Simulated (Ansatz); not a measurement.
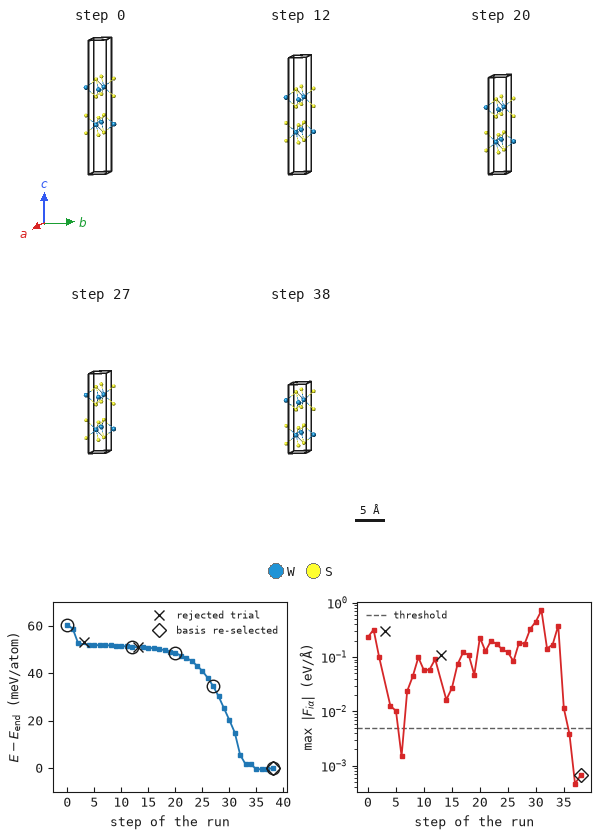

Frames of a relaxation of crystalline WS2 (set up in P-3m1), marked on the history of the run. Style: ball-and-stick. Shown: the cell of the calculation, slightly off an axis.

Level of theory: DFT PBE+D3(BJ), scalar-relativistic, plane waves, PAW in Ansatz 0.2.0.

Input
```yaml
crystal:
  lattice:
    - [3.1832085602, 0.0, 0.0]
    - [-1.5916042801, 2.7567394786, 0.0]
    - [0.0, 0.0, 23.66876325]
  atoms:
    - { symbol: W, position: [0.33333333, 0.66666667, 0.63731754] }
    - { symbol: W, position: [0.66666667, 0.33333333, 0.36268246] }
    - { symbol: S, position: [0.33333333, 0.66666667, 0.29681611] }
    - { symbol: S, position: [0.66666667, 0.33333333, 0.57144183] }
    - { symbol: S, position: [0.33333333, 0.66666667, 0.42855817] }
    - { symbol: S, position: [0.66666667, 0.33333333, 0.70318389] }
basis:
  ecutwfc: 420
kpoints:
  mp_grid: { grid: [12, 12, 2] }
hamiltonian:
  xc: pbe
  dispersion: d3bj
scf:
  occupations: { method: gaussian, width: 0.02 }
output:
  forces: true
  stress: true
  eigenvalues: true
relax:
  adjacent_minimum: "off"
  f_tol: 0.005
  max_steps: 80
  cell: { stress_tol: 0.05 }
```

Run as
```bash
ansatz run input.yaml --threads 4 --pin off --max-ram 10240MiB --backend cpu --events-out ev --progress --plain --runs-dir out
```

Q: Describe the path.

A: Over 35 accepted moves (38 points after the start) the energy falls by 60.4 meV per atom. Largest force component: 0.23 eV/Å at the start, 0.00067 eV/Å at the end. Pressure: −0.55 GPa at the start and −0.01 GPa at the end. The line search rejected the trial steps at points 3, 13 of the run. The SCF was repeated once at an unchanged geometry on a basis and grid sized afresh for the cell, which shifted the energy by 0.5 meV per atom at most. The largest moves relative to the cell, 2.14 Å, are those of S3 and S6. S3 goes along −c. Largest moves by element: S 2.14 Å, W 1.37 Å. Cell: a = b 3.183 → 3.154 Å (−0.9 %), c 23.669 → 12.145 Å (−48.7 %). Volume −49.6 %. Some distances before and after: W1–W1 3.183 → 3.154 Å. The space group (tolerance 0.01 Å) goes from P-3m1 (No. 164) to P6_3/mmc (No. 194). From step 0 to 12: S atoms move most (0.42 Å), volume −14.5 %, energy −9.3 meV per atom. From step 12 to 20: S atoms move most (0.75 Å), volume −16.8 %, energy −2.4 meV per atom. From step 20 to 27: S atoms move most (0.81 Å), volume −17.9 %, energy −14.1 meV per atom. From step 27 to 38: S atoms move most (0.67 Å), volume −13.7 %, energy −34.5 meV per atom.

```tsv
step	E − E(0), meV/atom	largest force component, eV/Å	pressure, GPa	volume, Å³/atom	note
0	0.00	0.2337	-0.55	34.617	
1	-1.66	0.3204	0.38	32.697	
2	-7.81	0.0993	-0.16	33.578	
3	-7.39	0.3004	0.91	33.572	rejected
4	-8.42	0.0127	0.02	33.651	
5	-8.54	0.0102	-0.01	33.695	
6	-8.55	0.0015	0.00	33.638	
7	-8.60	0.0236	0.01	33.368	
8	-8.66	0.0443	0.04	32.984	
9	-8.80	0.0988	0.18	31.942	
10	-8.87	0.0570	0.07	31.911	
11	-9.12	0.0589	0.13	30.843	
13	-9.34	0.1113	-0.22	29.424	rejected
14	-9.45	0.0164	-0.08	29.681	
16	-9.89	0.0736	0.19	28.237	
17	-10.18	0.1218	0.41	27.230	
19	-11.45	0.0473	0.09	25.604	
20	-11.75	0.2281	0.49	24.625	
22	-13.87	0.2014	-0.37	23.265	
23	-15.20	0.1718	0.66	22.516	
25	-19.45	0.1223	0.52	21.313	
26	-22.41	0.0837	0.01	20.828	
28	-30.15	0.1758	0.20	19.735	
29	-35.18	0.3300	0.88	19.158	
31	-45.43	0.7223	2.33	18.004	
32	-54.85	0.1438	-0.03	17.888	
34	-58.86	0.3799	-0.70	17.310	
35	-60.89	0.0114	0.02	17.438	
37	-60.90	0.0005	0.00	17.439	
38	-60.38	0.0007	-0.01	17.439	same geometry, new basis
```
